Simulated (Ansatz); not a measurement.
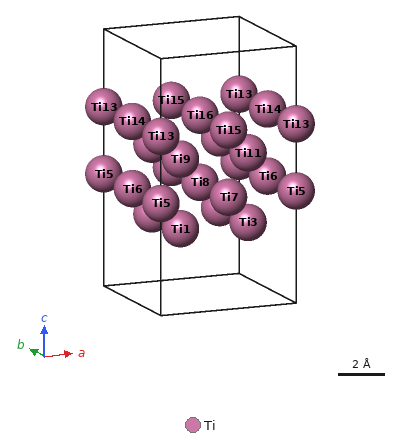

**Figure 1.** The structure (spheres-only view of the cell of the calculation, with the vacuum cut short, seen slightly off an axis; atoms are numbered from 1 in the order of the input). An atom can appear more than once, as a periodic image.

# What a change does: single-point calculation on Ti

System: Ti (slab, 16 atoms in the cell).
Method of the first run: DFT, PBE, plane waves, PAW, PAW set soft_1, no spin polarisation (Ansatz 0.2.0).

The structure derives from an entry of the Crystallography Open Database. Text and figures count atoms from 1; the logs count them from 0 in places.

### Input file, the first run
```yaml
crystal:
  lattice:
    - [6.5106718526, 0.0, 0.0]
    - [0.0, 6.5106718526, 0.0]
    - [0.0, 0.0, 20.1793673972]
  atoms:
    - { symbol: Ti, position: [0.25, 0.25, 0.1982222694] }
    - { symbol: Ti, position: [0.25, 0.75, 0.1982222694] }
    - { symbol: Ti, position: [0.75, 0.25, 0.1982222694] }
    - { symbol: Ti, position: [0.75, 0.75, 0.1982222694] }
    - { symbol: Ti, position: [0.0, 0.0, 0.2788822788] }
    - { symbol: Ti, position: [0.0, 0.5, 0.2788822788] }
    - { symbol: Ti, position: [0.5, 0.0, 0.2788822788] }
    - { symbol: Ti, position: [0.5, 0.5, 0.2788822788] }
    - { symbol: Ti, position: [0.25, 0.25, 0.3551865244] }
    - { symbol: Ti, position: [0.25, 0.75, 0.3551865244] }
    - { symbol: Ti, position: [0.75, 0.25, 0.3551865244] }
    - { symbol: Ti, position: [0.75, 0.75, 0.3551865244] }
    - { symbol: Ti, position: [0.0, 0.0, 0.4301109755] }
    - { symbol: Ti, position: [0.0, 0.5, 0.4301109755] }
    - { symbol: Ti, position: [0.5, 0.0, 0.4301109755] }
    - { symbol: Ti, position: [0.5, 0.5, 0.4301109755] }
basis:
  ecutwfc: "51.4 Ry"
kpoints:
  mp_grid: { grid: [4, 4, 1] }
hamiltonian:
  xc: pbe
  pseudopotentials: { kind: paw, azcp: { folder: soft_1 } }
scf:
  occupations: { method: gaussian, width: 0.1 }
output:
  forces: true
  eigenvalues: true
efield:
  axis: 3
  dipole_correction: true
  ramp_width: 0.04
```

Command:
```bash
ansatz run input.yaml --threads 4 --pin off --max-ram 12288MiB --backend cpu --events-out ev --progress --plain --runs-dir out
```

Hardware: 4 threads of Arm Neoverse N1, 24 GiB of memory available, shared host.

### Output, shortened to warnings, some set-up lines, iterations and results (the first run)
```
Basis set: ecut = 699.3326265218916 eV, 35891 PW (Γ), exchange–correlation on 120×120×360 points (8 copies of the dense FFT grid, shifted against one another)
Symmetry: 32 space group operations
k-points: 6 of 16
Initial density: superposition of atomic densities (neutral atoms: chi_scale 0, normalization atom)
[...]
SCF iter   1: F=—  HF=-40009.539994 eV  |F-HF|=—  |Δ(HF+E_count)|=         —  Δρ=6.96e-2  dr2=2.85e2  ethr=3.10e-3  p=-0.000 e·Å  D=-1.83e-7 V/Å  ΔV_dip=0.00 eV  …
SCF iter   2: F=—  HF=-40009.144674 eV  |F-HF|=—  |Δ(HF+E_count)|=   3.95e-1  Δρ=1.10e-1  dr2=5.62e2  ethr=3.10e-3  p=-0.245 e·Å  D=-5.18e-2 V/Å  ΔV_dip=1.05 eV  …
SCF iter   3: F=—  HF=-39985.959141 eV  |F-HF|=—  |Δ(HF+E_count)|=    2.32e1  Δρ=3.69e-2  dr2=4.92e1  ethr=3.10e-3  p=-0.055 e·Å  D=-1.15e-2 V/Å  ΔV_dip=0.23 eV  …
SCF iter   4: F=—  HF=-39985.156876 eV  |F-HF|=—  |Δ(HF+E_count)|=   8.02e-1  Δρ=1.09e-2  dr2=7.90e0  ethr=3.10e-3  p=0.013 e·Å  D=2.73e-3 V/Å  ΔV_dip=-0.06 eV  …
SCF iter   5: F=—  HF=-39984.770437 eV  |F-HF|=—  |Δ(HF+E_count)|=   3.86e-1  Δρ=4.29e-3  dr2=3.35e-1  ethr=3.10e-3  p=-0.020 e·Å  D=-4.17e-3 V/Å  ΔV_dip=0.08 eV  …
SCF iter   6: F=—  HF=-39984.781464 eV  |F-HF|=—  |Δ(HF+E_count)|=   1.10e-2  Δρ=2.27e-3  dr2=1.84e-1  ethr=1.74e-4  p=-0.007 e·Å  D=-1.53e-3 V/Å  ΔV_dip=0.03 eV  …
SCF iter   7: F=—  HF=-39984.779231 eV  |F-HF|=—  |Δ(HF+E_count)|=   2.23e-3  Δρ=7.19e-4  dr2=2.45e-2  ethr=9.58e-5  p=-0.003 e·Å  D=-7.17e-4 V/Å  ΔV_dip=0.01 eV  …
SCF iter   8: F=—  HF=-39984.776325 eV  |F-HF|=—  |Δ(HF+E_count)|=   2.91e-3  Δρ=3.99e-4  dr2=5.62e-3  ethr=1.28e-5  p=-0.003 e·Å  D=-5.36e-4 V/Å  ΔV_dip=0.01 eV  …
SCF iter   9: F=—  HF=-39984.775889 eV  |F-HF|=—  |Δ(HF+E_count)|=   4.36e-4  Δρ=2.19e-4  dr2=2.21e-3  ethr=2.93e-6  p=-0.001 e·Å  D=-2.98e-4 V/Å  ΔV_dip=0.01 eV  …
SCF iter  10: F=—  HF=-39984.775806 eV  |F-HF|=—  |Δ(HF+E_count)|=   8.25e-5  Δρ=6.09e-5  dr2=1.09e-4  ethr=1.15e-6  p=-0.001 e·Å  D=-3.05e-4 V/Å  ΔV_dip=0.01 eV  …
SCF iter  11: F=—  HF=-39984.775786 eV  |F-HF|=—  |Δ(HF+E_count)|=   2.03e-5  Δρ=2.45e-5  dr2=7.57e-6  ethr=5.70e-8  p=-0.002 e·Å  D=-4.23e-4 V/Å  ΔV_dip=0.01 eV  …
SCF iter  12: F=—  HF=-39984.775407 eV  |F-HF|=—  |Δ(HF+E_count)|=   3.79e-4  Δρ=8.71e-6  dr2=1.07e-6  ethr=3.94e-9  p=-0.002 e·Å  D=-4.63e-4 V/Å  ΔV_dip=0.01 eV  …
SCF iter  13: F=-39984.775407 eV  HF=-39984.775407 eV  |F-HF|=1.19e-9  |Δ(HF+E_count)|=   1.25e-7  Δρ=2.34e-6  dr2=7.19e-8  ethr=5.21e-11  p=-0.002 e·Å  D=-4.79e-4 V/Å  …
SCF 1 converged in 13 iterations: F = -39984.775407 eV  dr2 = 7.19e-8
SCF converged after 13 iterations
Free energy (F): -39984.775407 eV
Harris-Foulkes:  -39984.775407 eV  (|F-HF|=1.19e-9)
Internal energy: -39984.620852 eV  (E = F + TS)
E sigma→0 (E₀):  -39984.698129 eV
Entropy (-TS):   -0.154555 eV (-9.660 meV/atom)
Fermi energy:    2.175317 eV
Dipole field:    D = -0.000472 V/Å  (p = -0.002232 e·Å, saw-weighted, corrected)
Work function:   Φ+ = 3.2540 eV   Φ− = 3.2445 eV
Levels:          The Fermi level and band energies are counted from a zero that moves with the ramp; work functions are not
--- Per-component energies (eV) ---
  E_band       = -4631.350292
  E_kinetic    = 4487.072431
  E_local      = -141889.755638  (includes V_loc(G=0)·N_el)
  E_nonlocal   = 976.318180
  E_hartree    = 68446.118192
  E_xc         = -1844.701283
  E_vxc        = -2308.406377  (∫ρ·V_xc dr)
  E_paw        = -16678.630307  (= ΣΔE_a)
  E_vpaw       = -2788.826435  (= ΣTr[D̂ρ^β])
  E_aug_tail   = -0.000249  (compensation charges beyond the density's cutoff)
  E_efield     = 0.000001  (sawtooth field / dipole correction)
  E_vefield    = 0.002624  (∫n·V_field dr)
  E_ewald      = 46518.957822
  E_smearing   = -0.154555  (= −TS)
  E_closure    = 0.000000  (closes the sum)
  Σ components = -39984.775407   (vs F -39984.775407, Δ=0.00e0)
--- Forces (eV/Å), atoms counted from 1 ---
  atom   1  Ti    -0.00000000     0.00000000     0.57170250
  atom   2  Ti    -0.00000000    -0.00000000     0.57170250
  atom   3  Ti     0.00000000     0.00000000     0.57170250
  atom   4  Ti     0.00000000     0.00000000     0.57170250
  atom   5  Ti    -0.00000000    -0.00000000    -0.53036554
  atom   6  Ti    -0.00000000    -0.00000000    -0.53036554
  atom   7  Ti    -0.00000000    -0.00000000    -0.53036554
  atom   8  Ti    -0.00000000    -0.00000000    -0.53036554
  atom   9  Ti     0.00000000    -0.00000000     0.02783899
  atom  10  Ti     0.00000000     0.00000000     0.02783899
  atom  11  Ti     0.00000000    -0.00000000     0.02783899
  atom  12  Ti     0.00000000     0.00000000     0.02783899
  atom  13  Ti    -0.00000000    -0.00000000    -0.06920879
  atom  14  Ti    -0.00000000     0.00000000    -0.06920879
  atom  15  Ti     0.00000000     0.00000000    -0.06920879
  atom  16  Ti     0.00000000    -0.00000000    -0.06920879
  max |Σ_I F_I| component: 1.31e-4 eV/Å
```

For the second run the input was changed thus:
```diff
-  ecutwfc: "51.4 Ry"
+  ecutwfc: 420
+  write_density: true
+  write_potential: true
+  elf: true
+  volumetric_format: npy
```

What does this change do to the results?

The free energy of the second run is 1.8 meV per atom higher, which measures how much it depends on this numerical setting. More plane waves can only lower the energy of a fixed Hamiltonian, so the higher cutoff gives the lower value. The SCF takes 14 iterations against 13. The plane waves at Γ go from 35891 to 16687. On the same kind of shared host the second run took about 0.62 times as long.

### Output, shortened to warnings, some set-up lines, iterations and results (the second run)
```
WARN: The output density's exchange-correlation potential varies sharply where the density is thin. Do not read a vacuum level from v_tot or v_xc, or from such a field of the output density. On a cell that repeats whose density bears no net charge and no dipole along the vacuum's axis use v_es (v_loc + v_h of the components); under efield.dipole_correction with no amplitude use v_es + v_field, …
Basis set: ecut = 420 eV, 16687 PW (Γ), exchange–correlation on 90×90×270 points (8 copies of the dense FFT grid, shifted against one another)
Symmetry: 32 space group operations
k-points: 6 of 16
Initial density: superposition of atomic densities (neutral atoms: chi_scale 0, normalization atom)
[...]
SCF iter   1: F=—  HF=-40009.513355 eV  |F-HF|=—  |Δ(HF+E_count)|=         —  Δρ=6.96e-2  dr2=2.85e2  ethr=3.10e-3  p=0.000 e·Å  D=4.58e-8 V/Å  ΔV_dip=-0.00 eV  …
SCF iter   2: F=—  HF=-40009.097529 eV  |F-HF|=—  |Δ(HF+E_count)|=   4.16e-1  Δρ=1.06e-1  dr2=5.50e2  ethr=3.10e-3  p=-0.258 e·Å  D=-5.45e-2 V/Å  ΔV_dip=1.10 eV  …
SCF iter   3: F=—  HF=-39985.960623 eV  |F-HF|=—  |Δ(HF+E_count)|=    2.31e1  Δρ=3.42e-2  dr2=4.47e1  ethr=3.10e-3  p=-0.144 e·Å  D=-3.05e-2 V/Å  ΔV_dip=0.62 eV  …
SCF iter   4: F=—  HF=-39985.104180 eV  |F-HF|=—  |Δ(HF+E_count)|=   8.56e-1  Δρ=1.05e-2  dr2=7.41e0  ethr=3.10e-3  p=-0.034 e·Å  D=-7.18e-3 V/Å  ΔV_dip=0.14 eV  …
SCF iter   5: F=—  HF=-39984.737231 eV  |F-HF|=—  |Δ(HF+E_count)|=   3.67e-1  Δρ=3.72e-3  dr2=1.93e-1  ethr=3.10e-3  p=-0.037 e·Å  D=-7.73e-3 V/Å  ΔV_dip=0.16 eV  …
[... 5 lines ...]
SCF iter  11: F=—  HF=-39984.746197 eV  |F-HF|=—  |Δ(HF+E_count)|=   5.99e-5  Δρ=1.81e-5  dr2=7.41e-6  ethr=1.85e-7  p=-0.002 e·Å  D=-4.51e-4 V/Å  ΔV_dip=0.01 eV  …
SCF iter  12: F=—  HF=-39984.746387 eV  |F-HF|=—  |Δ(HF+E_count)|=   1.91e-4  Δρ=7.43e-6  dr2=6.65e-7  ethr=3.86e-9  p=-0.002 e·Å  D=-4.79e-4 V/Å  ΔV_dip=0.01 eV  …
SCF iter  13: F=—  HF=-39984.746388 eV  |F-HF|=—  |Δ(HF+E_count)|=   1.72e-7  Δρ=2.58e-6  dr2=1.00e-7  ethr=5.21e-11  p=-0.002 e·Å  D=-4.84e-4 V/Å  ΔV_dip=0.01 eV  …
SCF iter  14: F=-39984.746388 eV  HF=-39984.746388 eV  |F-HF|=1.04e-9  |Δ(HF+E_count)|=   3.28e-8  Δρ=7.32e-7  dr2=9.31e-9  ethr=5.21e-11  p=-0.002 e·Å  D=-4.84e-4 V/Å  …
SCF 1 converged in 14 iterations: F = -39984.746388 eV  dr2 = 9.31e-9
WARN: The output density's exchange-correlation potential varies sharply where the density is thin. Do not read a vacuum level from v_tot or v_xc, or from such a field of the output density. On a cell that repeats whose density bears no net charge and no dipole along the vacuum's axis use v_es …
SCF converged after 14 iterations
Free energy (F): -39984.746388 eV
Harris-Foulkes:  -39984.746388 eV  (|F-HF|=1.04e-9)
Internal energy: -39984.591875 eV  (E = F + TS)
E sigma→0 (E₀):  -39984.669131 eV
Entropy (-TS):   -0.154513 eV (-9.657 meV/atom)
Fermi energy:    2.175613 eV
Dipole field:    D = -0.000503 V/Å  (p = -0.002379 e·Å, saw-weighted, corrected)
Work function:   Φ+ = 3.2544 eV   Φ− = 3.2442 eV
Levels:          The Fermi level and band energies are counted from a zero that moves with the ramp; work functions are not
--- Per-component energies (eV) ---
[...]
```

### The two runs side by side

| quantity | the first run | the second run |
| --- | --- | --- |
| outcome | converged | converged |
| free energy per atom (eV) | −2499.0485 | −2499.0466 |
| energy per atom, smearing taken to zero (eV) | −2499.0436 | −2499.0418 |
| gap on the mesh (eV) | 0.00 | 0.00 |
| largest force (eV/Å) | 0.572 | 0.571 |
| SCF iterations | 13 | 14 |
| irreducible k-points | 6 | 6 |
| plane waves at Γ | 35891 | 16687 |
| work function (eV) | – | 3.25 |
| wall time (shared host) | 93 s | 57 s |

For the second run: Warnings: the exchange-correlation potential is rough where the density is thin.
